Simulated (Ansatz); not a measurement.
Run report: Ti12H, geometry relaxation (part 1 of 2)

The run: geometry relaxation of Ti12H (slab, 13 atoms in the cell). Method and program: DFT PBE, scalar-relativistic, plane waves, PAW, PAW set soft_1, no spin polarisation (Ansatz 0.2.0).

The structure derives from an entry of the Crystallography Open Database. The input holds or restrains some coordinates. Forces given for the steps count only the free coordinates. Figures and captions count atoms from 1; the log counts them from 0 in places.

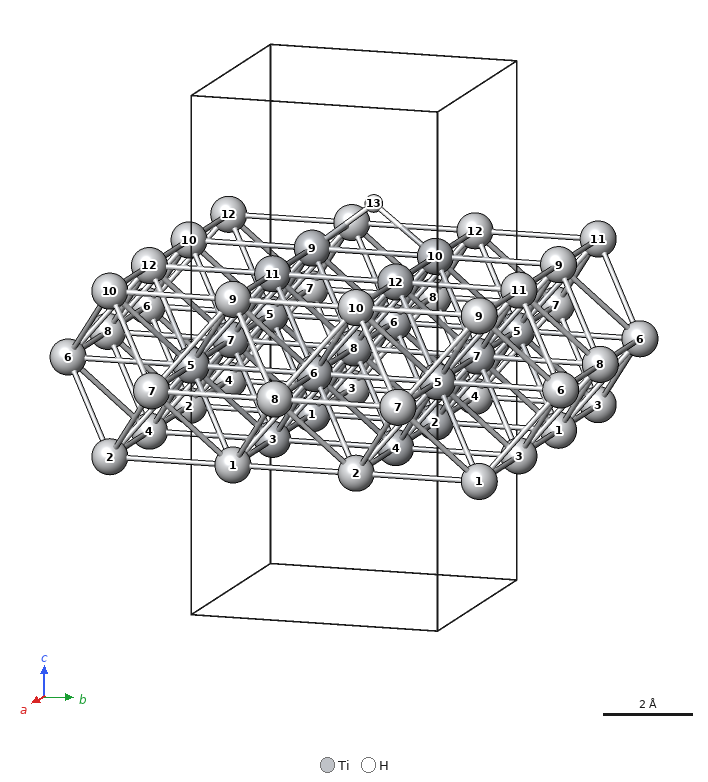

**Figure 1.** The structure as given in the input (ball-and-stick view of the cell of the calculation, with the vacuum cut short, seen slightly off an axis; neighbours outside the cell are drawn fainter; atoms are numbered from 1 in the order of the input). An atom can appear more than once, as a periodic image.

## Input file
```yaml
crystal:
  lattice:
    - [5.8150893847, 0.0, 0.0]
    - [0.0, 5.8150893847, 0.0]
    - [0.0, 0.0, 19.3059825436]
  atoms:
    - { symbol: Ti, position: [0.25, 0.25, 0.2071896621] }
    - { symbol: Ti, position: [0.25, 0.75, 0.2071896621] }
    - { symbol: Ti, position: [0.75, 0.25, 0.2071896621] }
    - { symbol: Ti, position: [0.75, 0.75, 0.2071896621] }
    - { symbol: Ti, position: [0.0, 0.0, 0.3057583574] }
    - { symbol: Ti, position: [0.0, 0.5, 0.3057583574] }
    - { symbol: Ti, position: [0.5, 0.0, 0.3057583574] }
    - { symbol: Ti, position: [0.5, 0.5, 0.3057583574] }
    - { symbol: Ti, position: [0.25, 0.25, 0.4043297214] }
    - { symbol: Ti, position: [0.25, 0.75, 0.4043297214] }
    - { symbol: Ti, position: [0.75, 0.25, 0.4043297214] }
    - { symbol: Ti, position: [0.75, 0.75, 0.4043297214] }
    - { symbol: H, position: [0.25, 0.5, 0.4624286737] }
basis:
  ecutwfc: 420
kpoints:
  mp_grid: { grid: [5, 5, 1] }
hamiltonian:
  xc: pbe
  pseudopotentials: { kind: paw, azcp: { folder: soft_1 } }
scf:
  occupations: { method: gaussian, width: 0.1 }
output:
  forces: true
  eigenvalues: true
  write_density: true
  write_potential: true
  elf: true
  volumetric_format: npy
relax:
  adjacent_minimum: "off"
  f_tol: 0.025
  max_steps: 16
  constraints:
    - { sites: [0, 1, 2, 3, 4, 5, 6, 7, 8, 9, 10, 11] }
    - { sites: [12], fix: xy }
efield:
  axis: 3
  dipole_correction: true
  ramp_width: 0.04
```

Launch command:
```bash
ansatz run input.yaml --threads 4 --pin off --max-ram 12288MiB --backend cpu --events-out ev --progress --plain --runs-dir out
```

## Output
```
Engine: ansatz 0.2.0, aarch64-unknown-linux-gnu
Pseudopotentials: kind: paw
Pseudopotential: Ti, paw, valence charge 12, recommended cutoff 420 eV (normal), [file]
Pseudopotential: H, paw, valence charge 1, recommended cutoff 420 eV (normal), [file]
Functional definition: PBE
  parameter kappa = 0.804
  parameter beta = 0.06672455060314922
  exchange = pbe_x(kappa = kappa, mu = beta*pi^2/3)
  correlation = pbe_c(beta = beta)
Crystal: 13 atoms, lattice volume = 652.837 Å³
Basis set: ecut = 420 eV, 12829 PW (Γ), exchange–correlation on 80×80×270 points (8 copies of the dense FFT grid, shifted against one another)
Bands: 87, of which v1, the nominal top of the filled ones, is band 73 counted from 1 (72 counted from 0)
Symmetry: 4 space group operations
Space group: Pmm2 (ITA 25), of the structure as read, at distance tolerance 8.7e-5 Å
k-points: 9 of 25
Non-local potential: Ti, projectors of the file, l = 0: 3, l = 1: 2, l = 2: 3, l = 3: 1
Non-local potential: H, projectors of the file, l = 0: 2, l = 1: 1
PAW form: soft (Blöchl's): semilocal exchange-correlation on the pseudo side does not see the compensation charge
PAW one-centre angular grid: Ti, 590 points (default); XC on 64 Gauss nodes
PAW one-centre angular grid: H, 110 points (default); XC on 64 Gauss nodes
Initial density: superposition of atomic densities (neutral atoms: chi_scale 0, normalization atom)
Initial wavefunctions: pseudopotential atomic-orbital guess
Functional: x = pbe(κ = 0.804, μ = 0.2195149727645171), c = pbe(β = 0.06672455060314922)
SCF iter   1: F=—  HF=-30022.223770 eV  |F-HF|=—  |Δ(HF+E_count)|=         —  Δρ=6.36e-2  dr2=1.58e2  ethr=3.10e-3  p=0.000 e·Å  D=2.28e-7 V/Å  ΔV_dip=-0.00 eV  dr2_dipole=8.34e-1  V_vac-E_F(+/−)=8.20/8.20 eV  ⟨swp⟩=11.1  Hψ=3909  notcnv=0
efield: sawtooth ramp at fractional position 0.8148 (placed from the atoms, in the widest stretch of the axis that holds none; the zero of the levels goes with the place), width 0.0400; the density the first Hamiltonian is built on has a dipole p = 0.000 e·Å; the dipole correction subtracts the counter field D = 2.28e-7 V/Å, which shifts the + side's vacuum level by -0.00 eV against the − side's; the planar-averaged density in the ramp window peaks in size at 4.6e-7 e/Å³
preconditioner: auto → LDOS  [metal: Δε(μ)=0.084 eV  Ē_g=2.994 eV  σ=0.100 eV  W_gap=0.43  n_scr=92 (ndim 8)  ℏωp=10.2 eV  f_vac=0.563  D(μ)=8.93/eV (n_scr^D=48)  β→1.0]
SCF iter   2: F=—  HF=-30041.585520 eV  |F-HF|=—  |Δ(HF+E_count)|=    1.94e1  Δρ=9.24e-2  dr2=5.96e2  ethr=3.10e-3  p=-0.176 e·Å  D=-4.88e-2 V/Å  ΔV_dip=0.94 eV  dr2_dipole=2.00e1  V_vac-E_F(+/−)=-0.04/-0.98 eV  ⟨swp⟩=14.8  Hψ=6196  notcnv=0  defer=66  recentre
SCF iter   3: F=—  HF=-30006.746546 eV  |F-HF|=—  |Δ(HF+E_count)|=    3.48e1  Δρ=1.75e-2  dr2=1.75e1  ethr=3.10e-3  p=0.037 e·Å  D=1.03e-2 V/Å  ΔV_dip=-0.20 eV  dr2_dipole=6.22e-1  V_vac-E_F(+/−)=5.79/6.01 eV  ⟨swp⟩=10.8  Hψ=4474  notcnv=0  defer=20
SCF iter   4: F=—  HF=-30005.076981 eV  |F-HF|=—  |Δ(HF+E_count)|=    1.67e0  Δρ=5.61e-3  dr2=1.11e0  ethr=3.10e-3  p=0.127 e·Å  D=3.51e-2 V/Å  ΔV_dip=-0.68 eV  dr2_dipole=4.25e-2  V_vac-E_F(+/−)=5.77/6.45 eV  ⟨swp⟩=4.7  Hψ=1421  notcnv=0  defer=34
SCF iter   5: F=—  HF=-30004.985579 eV  |F-HF|=—  |Δ(HF+E_count)|=   9.14e-2  Δρ=3.85e-3  dr2=5.46e-1  ethr=7.65e-4  p=0.071 e·Å  D=1.96e-2 V/Å  ΔV_dip=-0.38 eV  dr2_dipole=1.34e-2  V_vac-E_F(+/−)=5.31/5.69 eV  ⟨swp⟩=3.2  Hψ=959  notcnv=0  defer=33
SCF iter   6: F=—  HF=-30004.901214 eV  |F-HF|=—  |Δ(HF+E_count)|=   8.44e-2  Δρ=3.82e-3  dr2=4.26e-1  ethr=3.77e-4  p=0.007 e·Å  D=1.82e-3 V/Å  ΔV_dip=-0.04 eV  dr2_dipole=8.99e-6  V_vac-E_F(+/−)=4.63/4.67 eV  ⟨swp⟩=3.3  Hψ=1153  notcnv=0  defer=32
SCF iter   7: F=—  HF=-30004.869215 eV  |F-HF|=—  |Δ(HF+E_count)|=   3.20e-2  Δρ=1.46e-3  dr2=8.28e-2  ethr=2.94e-4  p=-0.024 e·Å  D=-6.76e-3 V/Å  ΔV_dip=0.13 eV  dr2_dipole=2.22e-2  V_vac-E_F(+/−)=4.26/4.13 eV  ⟨swp⟩=2.8  Hψ=1059  notcnv=0  defer=29
SCF iter   8: F=—  HF=-30004.870640 eV  |F-HF|=—  |Δ(HF+E_count)|=   1.43e-3  Δρ=8.35e-4  dr2=4.16e-2  ethr=5.71e-5  p=-0.039 e·Å  D=-1.09e-2 V/Å  ΔV_dip=0.21 eV  dr2_dipole=5.90e-3  V_vac-E_F(+/−)=4.01/3.80 eV  ⟨swp⟩=2.6  Hψ=891  notcnv=0  defer=28
SCF iter   9: F=—  HF=-30004.869003 eV  |F-HF|=—  |Δ(HF+E_count)|=   1.64e-3  Δρ=2.69e-4  dr2=3.00e-3  ethr=2.87e-5  p=-0.041 e·Å  D=-1.14e-2 V/Å  ΔV_dip=0.22 eV  dr2_dipole=5.36e-4  V_vac-E_F(+/−)=3.96/3.74 eV  ⟨swp⟩=2.0  Hψ=867  notcnv=0  defer=27
SCF iter  10: F=—  HF=-30004.869836 eV  |F-HF|=—  |Δ(HF+E_count)|=   8.32e-4  Δρ=1.37e-4  dr2=5.27e-4  ethr=2.07e-6  p=-0.036 e·Å  D=-1.01e-2 V/Å  ΔV_dip=0.20 eV  dr2_dipole=1.85e-5  V_vac-E_F(+/−)=4.02/3.83 eV  ⟨swp⟩=2.7  Hψ=1046  notcnv=0  defer=27
SCF iter  11: F=—  HF=-30004.870151 eV  |F-HF|=—  |Δ(HF+E_count)|=   3.15e-4  Δρ=7.81e-5  dr2=1.14e-4  ethr=3.63e-7  p=-0.035 e·Å  D=-9.61e-3 V/Å  ΔV_dip=0.19 eV  dr2_dipole=3.21e-5  V_vac-E_F(+/−)=4.01/3.83 eV  ⟨swp⟩=2.8  Hψ=1014  notcnv=0  defer=27
SCF iter  12: F=-30004.870163 eV  HF=-30004.870170 eV  |F-HF|=6.72e-6  |Δ(HF+E_count)|=   1.87e-5  Δρ=2.34e-5  dr2=1.48e-5  ethr=1.08e-8  p=-0.033 e·Å  D=-9.24e-3 V/Å  ΔV_dip=0.18 eV  dr2_dipole=1.78e-6  V_vac-E_F(+/−)=4.01/3.83 eV  ⟨swp⟩=34.4  Hψ=9508  notcnv=0
SCF 1 converged in 12 iterations: F = -30004.870163 eV  dr2 = 1.48e-5
  Residual-converged pass: ⟨swp⟩=1.0  Hψ=819  notcnv=0  max |occ|·‖R‖ = 7.1e-9 eV (tolerance 1.0e-8 eV)  dr2=1.48e-5  dr2_onsite=2.16e-7  max |Δocc| = 2.4e-10
  greatest PAW one-centre occupation: 0.999 electrons in one spin orbital (limit 2), on the Ti atom at site 6 (counted from 0), in its partial waves of l = 0
relax step   1: F+E_penalty+E_count = -30004.87016282 eV  Δ(F+E_penalty+E_count) = +0.000e0 eV  max|allowed force component| = 7.750e-1 eV/Å  Δτ_max = 0.0000 Å  (12 SCF iters, dr2 threshold 1.56e-5 eV, accepted)
Initial density: handed on by an earlier stage of this run
Initial wavefunctions: those handed on with the density
iter 1 solved again at ethr=1.30e-4 eV; its pass at ethr=3.10e-3 eV (dr2=1.88e-1 eV) is discarded
SCF iter   1: F=—  HF=-30004.964601 eV  |F-HF|=—  |Δ(HF+E_count)|=         —  Δρ=4.02e-3  dr2=1.72e-1  ethr=1.30e-4  p=-0.033 e·Å  D=-9.24e-3 V/Å  ΔV_dip=0.18 eV  dr2_dipole=4.57e-3  V_vac-E_F(+/−)=4.01/3.83 eV  ⟨swp⟩=1.1  Hψ=2222  notcnv=0  defer=16
efield: sawtooth ramp at fractional position 0.8148 (handed on by an earlier solve), width 0.0400; the density the first Hamiltonian is built on has a dipole p = -0.033 e·Å; the dipole correction subtracts the counter field D = -9.24e-3 V/Å, which shifts the + side's vacuum level by +0.18 eV against the − side's; the planar-averaged density in the ramp window peaks in size at 3.4e-6 e/Å³
preconditioner: auto → LDOS  [metal: Δε(μ)=0.045 eV  Ē_g=2.237 eV  σ=0.100 eV  W_gap=0.25  n_scr=92 (ndim 8)  ℏωp=10.2 eV  f_vac=0.583  D(μ)=27.22/eV (n_scr^D=252)  β→1.0]
SCF iter   2: F=—  HF=-30004.942205 eV  |F-HF|=—  |Δ(HF+E_count)|=   2.24e-2  Δρ=1.64e-3  dr2=2.52e-2  ethr=1.18e-4  p=-0.047 e·Å  D=-1.31e-2 V/Å  ΔV_dip=0.25 eV  dr2_dipole=1.34e-3  V_vac-E_F(+/−)=4.08/3.83 eV  ⟨swp⟩=2.2  Hψ=1016  notcnv=0  defer=16
SCF iter   3: F=—  HF=-30004.942866 eV  |F-HF|=—  |Δ(HF+E_count)|=   6.61e-4  Δρ=6.97e-4  dr2=5.59e-3  ethr=1.74e-5  p=-0.047 e·Å  D=-1.31e-2 V/Å  ΔV_dip=0.25 eV  dr2_dipole=1.65e-4  V_vac-E_F(+/−)=4.08/3.83 eV  ⟨swp⟩=2.9  Hψ=1459  notcnv=0  defer=16
SCF iter   4: F=—  HF=-30004.942501 eV  |F-HF|=—  |Δ(HF+E_count)|=   3.65e-4  Δρ=1.95e-4  dr2=5.29e-4  ethr=3.86e-6  p=-0.049 e·Å  D=-1.36e-2 V/Å  ΔV_dip=0.26 eV  dr2_dipole=7.51e-6  V_vac-E_F(+/−)=4.09/3.83 eV  ⟨swp⟩=2.0  Hψ=1123  notcnv=0  defer=16
SCF iter   5: F=—  HF=-30004.942487 eV  |F-HF|=—  |Δ(HF+E_count)|=   1.39e-5  Δρ=1.03e-4  dr2=1.65e-4  ethr=3.65e-7  p=-0.050 e·Å  D=-1.39e-2 V/Å  ΔV_dip=0.27 eV  dr2_dipole=7.80e-6  V_vac-E_F(+/−)=4.09/3.83 eV  ⟨swp⟩=2.1  Hψ=988  notcnv=0  defer=16
SCF iter   6: F=-30004.942484 eV  HF=-30004.942490 eV  |F-HF|=6.51e-6  |Δ(HF+E_count)|=   3.35e-6  Δρ=2.59e-5  dr2=1.44e-5  ethr=2.59e-8  p=-0.051 e·Å  D=-1.41e-2 V/Å  ΔV_dip=0.27 eV  dr2_dipole=8.19e-7  V_vac-E_F(+/−)=4.10/3.83 eV  ⟨swp⟩=23.9  Hψ=7549  notcnv=0
SCF 2 converged in 6 iterations: F = -30004.942484 eV  dr2 = 1.44e-5
relax step   2: F+E_penalty+E_count = -30004.94248356 eV  Δ(F+E_penalty+E_count) = -7.232e-2 eV  max|allowed force component| = 1.932e-2 eV/Å  Δτ_max = 0.1856 Å  (6 SCF iters, dr2 threshold 3.75e-5 eV, accepted)
iter 1 solved again at ethr=1.02e-8 eV; its pass at ethr=3.10e-3 eV (dr2=1.48e-5 eV) is discarded
SCF iter   1: F=—  HF=-30004.942083 eV  |F-HF|=—  |Δ(HF+E_count)|=         —  Δρ=2.61e-5  dr2=1.48e-5  ethr=1.02e-8  p=-0.051 e·Å  D=-1.41e-2 V/Å  ΔV_dip=0.27 eV  dr2_dipole=9.14e-7  V_vac-E_F(+/−)=4.10/3.83 eV  ⟨swp⟩=1.0  Hψ=1890  notcnv=0
efield: sawtooth ramp at fractional position 0.8148 (handed on by an earlier solve), width 0.0400; the density the first Hamiltonian is built on has a dipole p = -0.051 e·Å; the dipole correction subtracts the counter field D = -1.41e-2 V/Å, which shifts the + side's vacuum level by +0.27 eV against the − side's; the planar-averaged density in the ramp window peaks in size at 3.7e-6 e/Å³
preconditioner: auto → LDOS  [metal: Δε(μ)=0.044 eV  Ē_g=2.237 eV  σ=0.100 eV  W_gap=0.24  n_scr=92 (ndim 8)  ℏωp=10.2 eV  f_vac=0.583  D(μ)=27.63/eV (n_scr^D=252)  β→1.0]
SCF iter   2: F=—  HF=-30004.942494 eV  |F-HF|=—  |Δ(HF+E_count)|=   4.12e-4  Δρ=1.57e-5  dr2=4.18e-6  ethr=1.02e-8  p=-0.051 e·Å  D=-1.43e-2 V/Å  ΔV_dip=0.28 eV  dr2_dipole=7.32e-9  V_vac-E_F(+/−)=4.10/3.82 eV  ⟨swp⟩=2.0  Hψ=1111  notcnv=0
SCF iter   3: F=—  HF=-30004.942495 eV  |F-HF|=—  |Δ(HF+E_count)|=   1.02e-6  Δρ=1.21e-5  dr2=2.04e-6  ethr=2.89e-9  p=-0.052 e·Å  D=-1.43e-2 V/Å  ΔV_dip=0.28 eV  dr2_dipole=1.00e-7  V_vac-E_F(+/−)=4.10/3.82 eV  ⟨swp⟩=2.0  Hψ=1237  notcnv=0
SCF iter   4: F=—  HF=-30004.942495 eV  |F-HF|=—  |Δ(HF+E_count)|=   1.07e-7  Δρ=2.61e-6  dr2=1.04e-7  ethr=1.41e-9  p=-0.052 e·Å  D=-1.44e-2 V/Å  ΔV_dip=0.28 eV  dr2_dipole=3.80e-9  V_vac-E_F(+/−)=4.10/3.82 eV  ⟨swp⟩=2.0  Hψ=1187  notcnv=0
SCF iter   5: F=-30004.942495 eV  HF=-30004.942495 eV  |F-HF|=1.05e-8  |Δ(HF+E_count)|=   7.29e-9  Δρ=1.45e-6  dr2=2.84e-8  ethr=6.90e-11  p=-0.052 e·Å  D=-1.44e-2 V/Å  ΔV_dip=0.28 eV  dr2_dipole=4.40e-13  V_vac-E_F(+/−)=4.10/3.82 eV  ⟨swp⟩=13.3  Hψ=5260  notcnv=0
SCF 3 converged in 5 iterations: F = -30004.942495 eV  dr2 = 2.84e-8
relax step   3: F+E_penalty+E_count = -30004.94249541 eV  Δ(F+E_penalty+E_count) = -1.185e-5 eV  max|allowed force component| = 1.851e-2 eV/Å  Δτ_max = 0.0000 Å  (5 SCF iters, accepted)
```

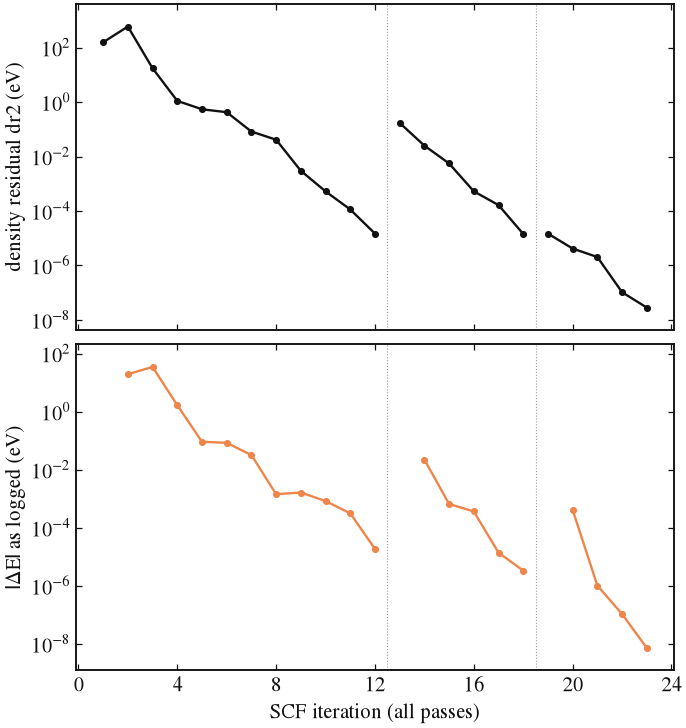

**Figure 2.** Convergence of the self-consistent field: density residual dr2 and size of the energy change against the SCF iteration. The dotted lines part the SCF passes of the relaxation: geometry steps, rejected trials and re-solves on a re-selected basis. The passes take 12, 6 and 5 iterations.

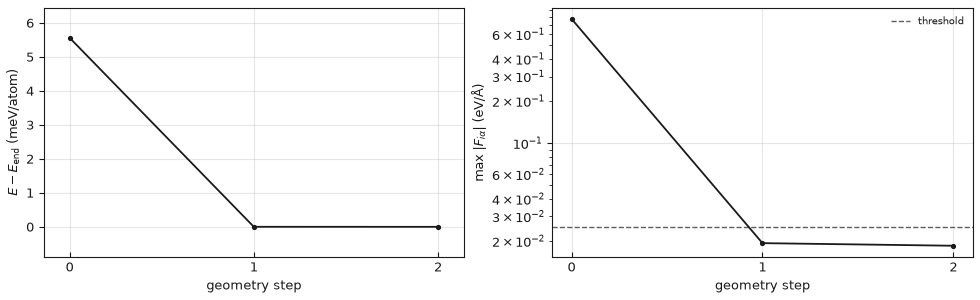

**Figure 3.** Progress of the restrained relaxation, step by step (the first geometry is step 0 here and step 1 in the log).

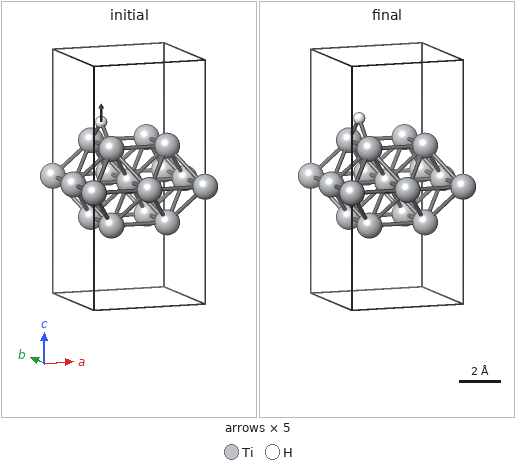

**Figure 4.** Before (left) and after (right) the restrained relaxation, at one scale (ball-and-stick view of the cell of the calculation, with the vacuum cut short, seen slightly off an axis). The black arrows give the displacements, magnified 5 times. The energy falls by 5.6 meV per atom in 2 geometry steps. The largest force component goes from 0.78 to 0.019 eV/Å. The atom that moves furthest is H13 (0.19 Å). Ti stays in place. The lattice vectors keep their values. Distances before and after: Ti10–H13 1.836 → 1.955 Å. Among the angles that change: Ti9–H13–Ti10 104.7° → 96.1°. (Atoms are counted from 1 in the order of the input.)
